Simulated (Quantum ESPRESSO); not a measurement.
Single-point calculation of HfO$_{2}$ (part 1 of 2)

System: HfO$_{2}$ (Pca2₁, 12 atoms in the cell).
Method: Kohn-Sham DFT of a periodic cell, PBEsol, GBRV 1.5 PBEsol, no spin polarisation (Quantum ESPRESSO 7.5).

The structure derives from a Materials Project entry. The volume is scaled by 0.98.

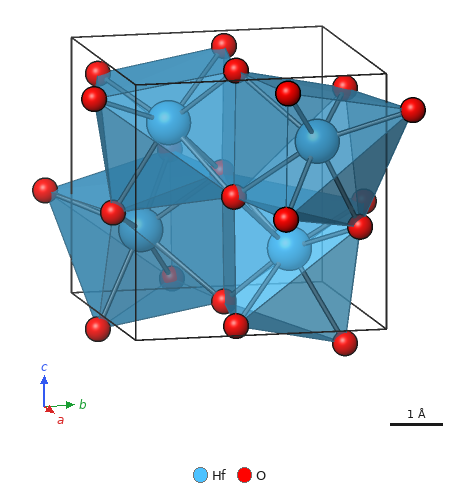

The structure (polyhedral view of the cell of the calculation, seen slightly off an axis; polyhedra are completed across the faces of the cell).

## Input
```
&CONTROL
  calculation = 'scf'
  prefix = 'pwscf'
  outdir = './tmp'
  pseudo_dir = './pseudo'
  tprnfor = .true.
  tstress = .true.
  disk_io = 'nowf'
/
&SYSTEM
  ibrav = 0
  nat = 12
  ntyp = 2
  ecutwfc = 45
  ecutrho = 360
  nbnd = 62
  occupations = 'smearing'
  smearing = 'fd'
  degauss = 0.00367493
/
&ELECTRONS
  conv_thr = 2.4d-09
  electron_maxstep = 120
  mixing_beta = 0.5
/
ATOMIC_SPECIES
Hf   178.4900 hf_pbesol_v1.uspp.F.UPF
O     15.9990 o_pbesol_v1.2.uspp.F.UPF
CELL_PARAMETERS angstrom
   5.1844323491    0.0000000000    0.0000000000
   0.0000000000    4.9711736599    0.0000000000
   0.0000000000    0.0000000000    4.9989076225
ATOMIC_POSITIONS crystal
Hf     0.9669940000    0.7325208200    0.7414403500
Hf     0.5330060000    0.7325208200    0.2414403500
Hf     0.4669940000    0.2674791800    0.7414403500
Hf     0.0330060000    0.2674791800    0.2414403500
O      0.6321274500    0.9286454000    0.8792672600
O      0.8678725500    0.9286454000    0.3792672600
O      0.2339485200    0.5398830500    0.4922923900
O      0.2660514800    0.5398830500    0.9922923900
O      0.7660514800    0.4601169500    0.9922923900
O      0.7339485200    0.4601169500    0.4922923900
O      0.1321274500    0.0713546000    0.8792672600
O      0.3678725500    0.0713546000    0.3792672600
K_POINTS automatic
4 5 4 0 0 0
```

Hardware: 2 threads of Arm Neoverse V2, 24 GiB of memory available, shared host.

Run as:
```bash
OMP_NUM_THREADS=1 mpirun -n 2 pw.x -nk 2 -in pw.in > pw.out
```

## Output
```
This program is part of the open-source Quantum ESPRESSO suite
     for quantum simulation of materials; please cite
         "P. Giannozzi et al., J. Phys.:Condens. Matter 21 395502 (2009);
         "P. Giannozzi et al., J. Phys.:Condens. Matter 29 465901 (2017);
         "P. Giannozzi et al., J. Chem. Phys. 152 154105 (2020);
          URL
     in publications or presentations arising from this work. More details at

     Message from routine setup:
     using ibrav=0 with symmetry is DISCOURAGED, use correct ibrav instead

     K-points division:     npool     =       2
     Subspace diagonalization in iterative solution of the eigenvalue problem:
     a serial algorithm will be used

     G-vector sticks info
     --------------------
     sticks:   dense  smooth     PW     G-vecs:    dense   smooth      PW
     Sum        2631    1309    387               100243    35421    5587

     Using Slab Decomposition

     bravais-lattice index     =            0
     lattice parameter (alat)  =       9.7972  a.u.
     unit-cell volume          =     869.4245 (a.u.)^3
     number of atoms/cell      =           12
     number of atomic types    =            2
     number of electrons       =        96.00
     number of Kohn-Sham states=           62
     kinetic-energy cutoff     =      45.0000  Ry
     charge density cutoff     =     360.0000  Ry
     scf convergence threshold =      2.4E-09
     mixing beta               =       0.5000
     number of iterations used =            8  plain     mixing
     Exchange-correlation= SLA  PW   PSX  PSC
                           (   1   4  10   8   0   0   0)

     celldm(1)=   9.797157  celldm(2)=   0.000000  celldm(3)=   0.000000
     celldm(4)=   0.000000  celldm(5)=   0.000000  celldm(6)=   0.000000

     crystal axes: (cart. coord. in units of alat)
               a(1) = (   1.000000   0.000000   0.000000 )
               a(2) = (   0.000000   0.958866   0.000000 )
               a(3) = (   0.000000   0.000000   0.964215 )

     reciprocal axes: (cart. coord. in units 2 pi/alat)
               b(1) = (  1.000000  0.000000  0.000000 )
               b(2) = (  0.000000  1.042899  0.000000 )
               b(3) = (  0.000000  0.000000  1.037113 )

     PseudoPot. # 1 for Hf read from file:
     hf_pbesol_v1.uspp.F.UPF
     Pseudo is Ultrasoft + core correction, Zval = 12.0
     Generated by new atomic code, or converted to UPF format
     Using radial grid of  921 points,  8 beta functions with:
                l(1) =   0
                l(2) =   0
                l(3) =   0
                l(4) =   1
                l(5) =   1
                l(6) =   2
                l(7) =   2
                l(8) =   3
     Q(r) pseudized with  6 coefficients,  rinner =    1.200   1.200   1.200
                                                       1.200   1.200   1.200
                                                       1.200

     PseudoPot. # 2 for O  read from file:
     o_pbesol_v1.2.uspp.F.UPF
     Pseudo is Ultrasoft + core correction, Zval =  6.0
     Generated by new atomic code, or converted to UPF format
     Using radial grid of  737 points,  5 beta functions with:
                l(1) =   0
                l(2) =   0
                l(3) =   1
                l(4) =   1
                l(5) =   2
     Q(r) pseudized with  8 coefficients,  rinner =    0.900   0.900   0.900
                                                       0.900   0.900

     atomic species   valence    mass     pseudopotential
     Hf               12.00   178.49000     Hf( 1.00)
     O                 6.00    15.99900     O ( 1.00)

      4 Sym. Ops. (no inversion) found ( 3 have fractional translation)

   Cartesian axes

     site n.     atom                  positions (alat units)
         1        Hf     tau(   1) = (   0.9669940   0.7023890   0.7149079  )
         2        Hf     tau(   2) = (   0.5330060   0.7023890   0.2328004  )
         3        Hf     tau(   3) = (   0.4669940   0.2564766   0.7149079  )
         4        Hf     tau(   4) = (   0.0330060   0.2564766   0.2328004  )
         5        O      tau(   5) = (   0.6321275   0.8904461   0.8478027  )
         6        O      tau(   6) = (   0.8678725   0.8904461   0.3656952  )
         7        O      tau(   7) = (   0.2339485   0.5176753   0.4746757  )
         8        O      tau(   8) = (   0.2660515   0.5176753   0.9567832  )
         9        O      tau(   9) = (   0.7660515   0.4411903   0.9567832  )
        10        O      tau(  10) = (   0.7339485   0.4411903   0.4746757  )
        11        O      tau(  11) = (   0.1321275   0.0684195   0.8478027  )
        12        O      tau(  12) = (   0.3678726   0.0684195   0.3656952  )

     number of k points=    27  Fermi-Dirac smearing, width (Ry)=  0.0037
                       cart. coord. in units 2pi/alat
        k(    1) = (   0.0000000   0.0000000   0.0000000), wk =   0.0250000
        k(    2) = (   0.0000000   0.0000000   0.2592783), wk =   0.0500000
        k(    3) = (   0.0000000   0.0000000  -0.5185565), wk =   0.0250000
        k(    4) = (   0.0000000   0.2085798   0.0000000), wk =   0.0500000
        k(    5) = (   0.0000000   0.2085798   0.2592783), wk =   0.1000000
        k(    6) = (   0.0000000   0.2085798  -0.5185565), wk =   0.0500000
        k(    7) = (   0.0000000   0.4171596   0.0000000), wk =   0.0500000
        k(    8) = (   0.0000000   0.4171596   0.2592783), wk =   0.1000000
        k(    9) = (   0.0000000   0.4171596  -0.5185565), wk =   0.0500000
        k(   10) = (   0.2500000   0.0000000   0.0000000), wk =   0.0500000
        k(   11) = (   0.2500000   0.0000000   0.2592783), wk =   0.1000000
        k(   12) = (   0.2500000   0.0000000  -0.5185565), wk =   0.0500000
        k(   13) = (   0.2500000   0.2085798   0.0000000), wk =   0.1000000
        k(   14) = (   0.2500000   0.2085798   0.2592783), wk =   0.2000000
        k(   15) = (   0.2500000   0.2085798  -0.5185565), wk =   0.1000000
        k(   16) = (   0.2500000   0.4171596   0.0000000), wk =   0.1000000
        k(   17) = (   0.2500000   0.4171596   0.2592783), wk =   0.2000000
        k(   18) = (   0.2500000   0.4171596  -0.5185565), wk =   0.1000000
        k(   19) = (  -0.5000000   0.0000000   0.0000000), wk =   0.0250000
        k(   20) = (  -0.5000000   0.0000000   0.2592783), wk =   0.0500000
        k(   21) = (  -0.5000000   0.0000000  -0.5185565), wk =   0.0250000
        k(   22) = (  -0.5000000   0.2085798   0.0000000), wk =   0.0500000
        k(   23) = (  -0.5000000   0.2085798   0.2592783), wk =   0.1000000
        k(   24) = (  -0.5000000   0.2085798  -0.5185565), wk =   0.0500000
        k(   25) = (  -0.5000000   0.4171596   0.0000000), wk =   0.0500000
        k(   26) = (  -0.5000000   0.4171596   0.2592783), wk =   0.1000000
        k(   27) = (  -0.5000000   0.4171596  -0.5185565), wk =   0.0500000

     Dense  grid:   100243 G-vectors     FFT dimensions: (  60,  60,  60)

     Smooth grid:    35421 G-vectors     FFT dimensions: (  48,  45,  48)

     Check: negative core charge=   -0.000002

     Initial potential from superposition of free atoms

     starting charge      88.0000, renormalised to      96.0000

     negative rho (up, down):  4.685E-01 0.000E+00
     Starting wfcs are   84 randomized atomic wfcs

     Self-consistent Calculation

     iteration #  1     ecut=    45.00 Ry     beta= 0.50
     Davidson diagonalization with overlap
     ethr =  1.00E-02,  avg # of iterations =  2.0

     negative rho (up, down):  4.494E-01 0.000E+00

     total energy              =    -893.33141186 Ry
     estimated scf accuracy    <       4.01669113 Ry

     iteration #  2     ecut=    45.00 Ry     beta= 0.50
     Davidson diagonalization with overlap
     ethr =  4.18E-03,  avg # of iterations =  2.0

     negative rho (up, down):  4.521E-01 0.000E+00

     total energy              =    -893.87177896 Ry
     estimated scf accuracy    <       0.64542640 Ry

     iteration #  3     ecut=    45.00 Ry     beta= 0.50
     Davidson diagonalization with overlap
     ethr =  6.72E-04,  avg # of iterations =  2.3

     negative rho (up, down):  4.571E-01 0.000E+00

     total energy              =    -893.95474937 Ry
     estimated scf accuracy    <       0.04817826 Ry

     iteration #  4     ecut=    45.00 Ry     beta= 0.50
     Davidson diagonalization with overlap
     ethr =  5.02E-05,  avg # of iterations =  8.2

     negative rho (up, down):  4.613E-01 0.000E+00

     total energy              =    -893.96399947 Ry
     estimated scf accuracy    <       0.00221178 Ry

     iteration #  5     ecut=    45.00 Ry     beta= 0.50
     Davidson diagonalization with overlap
     ethr =  2.30E-06,  avg # of iterations =  8.6

     negative rho (up, down):  4.616E-01 0.000E+00

     total energy              =    -893.96426252 Ry
     estimated scf accuracy    <       0.00014157 Ry

     iteration #  6     ecut=    45.00 Ry     beta= 0.50
     Davidson diagonalization with overlap
     ethr =  1.47E-07,  avg # of iterations =  2.3

     negative rho (up, down):  4.615E-01 0.000E+00

     total energy              =    -893.96428419 Ry
     estimated scf accuracy    <       0.00000426 Ry

     iteration #  7     ecut=    45.00 Ry     beta= 0.50
     Davidson diagonalization with overlap
     ethr =  4.44E-09,  avg # of iterations =  3.3

     negative rho (up, down):  4.615E-01 0.000E+00

     total energy              =    -893.96428539 Ry
     estimated scf accuracy    <       0.00000187 Ry

     iteration #  8     ecut=    45.00 Ry     beta= 0.50
     Davidson diagonalization with overlap
     ethr =  1.94E-09,  avg # of iterations =  2.0

     negative rho (up, down):  4.615E-01 0.000E+00

     total energy              =    -893.96428547 Ry
     estimated scf accuracy    <       0.00000017 Ry

     iteration #  9     ecut=    45.00 Ry     beta= 0.50
     Davidson diagonalization with overlap
     ethr =  1.80E-10,  avg # of iterations =  2.9

     negative rho (up, down):  4.615E-01 0.000E+00

     total energy              =    -893.96428553 Ry
     estimated scf accuracy    <       0.00000004 Ry

     iteration # 10     ecut=    45.00 Ry     beta= 0.50
     Davidson diagonalization with overlap
     ethr =  4.04E-11,  avg # of iterations =  2.0

     negative rho (up, down):  4.615E-01 0.000E+00

     End of self-consistent calculation

          k = 0.0000 0.0000 0.0000 (  4465 PWs)   bands (ev):

   -48.2872 -48.2631 -48.2628 -48.2606 -17.4610 -17.4408 -17.4329 -17.1238
   -17.0744 -17.0638 -17.0448 -17.0308 -17.0196 -16.9044 -16.8859 -16.8819
    -6.3898  -4.8820  -4.6545  -4.6432  -4.0558  -3.9494  -3.8747  -3.7869
     6.0656   6.1825   6.3239   7.0250   7.1850   7.2523   8.6427   8.6993
     8.7155   8.7365   9.2322   9.5144   9.7126   9.8227   9.9495  10.1826
    10.3645  10.5840  10.7224  10.9124  11.1801  11.6914  11.8131  11.8864
    16.8763  17.1560  17.2668  17.7277  17.8388  17.9608  17.9899  18.1077
    18.4047  18.8919  19.4841  19.4909  19.7297  19.7610

          k = 0.0000 0.0000 0.2593 (  4428 PWs)   bands (ev):

   -48.2833 -48.2645 -48.2631 -48.2628 -17.3997 -17.3949 -17.3894 -17.1911
   -17.0969 -17.0635 -17.0622 -17.0383 -16.9857 -16.9427 -16.9229 -16.9048
    -6.1003  -4.8335  -4.7530  -4.6652  -4.1971  -3.9415  -3.8860  -3.8780
     6.2276   6.3814   6.7195   7.0981   7.3758   7.7609   8.1170   8.2537
     8.5043   8.8598   8.8968   9.5698   9.5846   9.6636   9.8810  10.2283
    10.3807  10.4943  10.7749  10.8520  11.0760  11.6191  11.7081  11.7413
    16.6906  17.0878  17.1563  17.5939  17.8933  18.0309  18.0924  18.2010
    18.9842  19.2439  19.5553  19.6330  19.6780  19.9238

          k = 0.0000 0.0000-0.5186 (  4416 PWs)   bands (ev):

   -48.2739 -48.2739 -48.2629 -48.2629 -17.3091 -17.3091 -17.2904 -17.2904
   -17.1597 -17.1597 -17.0466 -17.0466 -16.9599 -16.9599 -16.9443 -16.9443
    -5.3935  -5.3935  -4.7356  -4.7356  -4.0906  -4.0906  -3.9162  -3.9162
     6.5481   6.5481   7.3907   7.3907   7.6557   7.6557   8.0707   8.0707
     8.2106   8.2106   9.2579   9.2579   9.3111   9.3111   9.9278   9.9278
    10.1776  10.1776  10.9366  10.9366  11.5369  11.5369  11.6123  11.6123
    16.5847  16.5847  17.2765  17.2765  18.1305  18.1305  18.2316  18.2316
    19.5750  19.5750  19.6020  19.6020  20.0851  20.0851

          k = 0.0000 0.2086 0.0000 (  4418 PWs)   bands (ev):

   -48.2853 -48.2649 -48.2626 -48.2608 -17.4321 -17.4039 -17.3960 -17.1310
   -17.0864 -17.0804 -17.0421 -17.0379 -17.0186 -16.9601 -16.8992 -16.8980
    -6.2061  -4.8320  -4.6137  -4.6045  -4.1324  -4.0751  -3.9057  -3.8818
     6.2223   6.3003   6.4142   7.0181   7.1126   7.7825   8.2770   8.4435
     8.5197   8.6919   9.0876   9.3594   9.5721   9.9904  10.0680  10.3135
    10.4205  10.6590  10.8628  11.1163  11.1259  11.3106  11.6936  11.8372
    16.8629  17.0146  17.3211  17.3615  17.7655  17.9497  18.2379  18.5271
    18.6576  18.7009  19.4782  19.6616  19.6661  19.9615

          k = 0.0000 0.2086 0.2593 (  4448 PWs)   bands (ev):

   -48.2817 -48.2646 -48.2644 -48.2630 -17.3880 -17.3829 -17.3525 -17.2057
   -17.1056 -17.0902 -17.0476 -17.0396 -16.9946 -16.9800 -16.9219 -16.8973
    -5.9490  -4.7898  -4.7532  -4.6121  -4.2137  -4.1412  -3.9101  -3.9053
     6.2358   6.6875   6.8112   7.1392   7.2680   7.9500   7.9723   8.2932
     8.3596   8.7508   8.9872   9.4141   9.4677   9.7035  10.0592  10.1226
    10.4323  10.6955  10.7403  10.8187  11.1429  11.2267  11.6538  11.7182
    16.6360  16.9516  17.1733  17.3619  17.7799  17.9476  18.1873  18.5006
    18.8711  19.2764  19.3828  19.7482  19.8376  20.0889

          k = 0.0000 0.2086-0.5186 (  4426 PWs)   bands (ev):

   -48.2731 -48.2731 -48.2638 -48.2638 -17.3374 -17.3374 -17.2525 -17.2525
   -17.1980 -17.1980 -17.0204 -17.0204 -16.9674 -16.9674 -16.9367 -16.9367
    -5.3206  -5.3206  -4.7004  -4.7004  -4.2015  -4.2015  -3.9258  -3.9258
     6.6393   6.6393   7.3921   7.3921   7.6627   7.6627   7.9428   7.9428
     8.5595   8.5595   9.1303   9.1303   9.3339   9.3339   9.7841   9.7841
    10.4564  10.4564  10.7839  10.7839  11.2998  11.2998  11.6176  11.6176
    16.5075  16.5075  17.1826  17.1826  18.0995  18.0995  18.2878  18.2878
    19.0412  19.0412  19.8087  19.8087  20.1804  20.1804

          k = 0.0000 0.4172 0.0000 (  4428 PWs)   bands (ev):

   -48.2813 -48.2690 -48.2623 -48.2611 -17.3660 -17.3352 -17.2819 -17.1897
   -17.1450 -17.0971 -17.0861 -17.0480 -17.0105 -16.9968 -16.9360 -16.9297
    -5.7826  -4.7408  -4.6106  -4.5369  -4.5339  -4.1145  -3.9863  -3.9668
     6.3347   6.4226   7.1346   7.1598   7.3771   7.4270   7.8209   8.0077
     8.5920   8.7806   9.0744   9.1556   9.6515   9.7114  10.1153  10.1840
    10.4123  10.8045  10.8284  11.0236  11.0361  11.4634  11.7164  11.7402
    16.4971  16.8870  16.9781  17.4646  17.7188  18.0939  18.5402  18.6031
    18.9701  19.3003  19.4681  19.5130  19.8385  20.3635

          k = 0.0000 0.4172 0.2593 (  4441 PWs)   bands (ev):
```
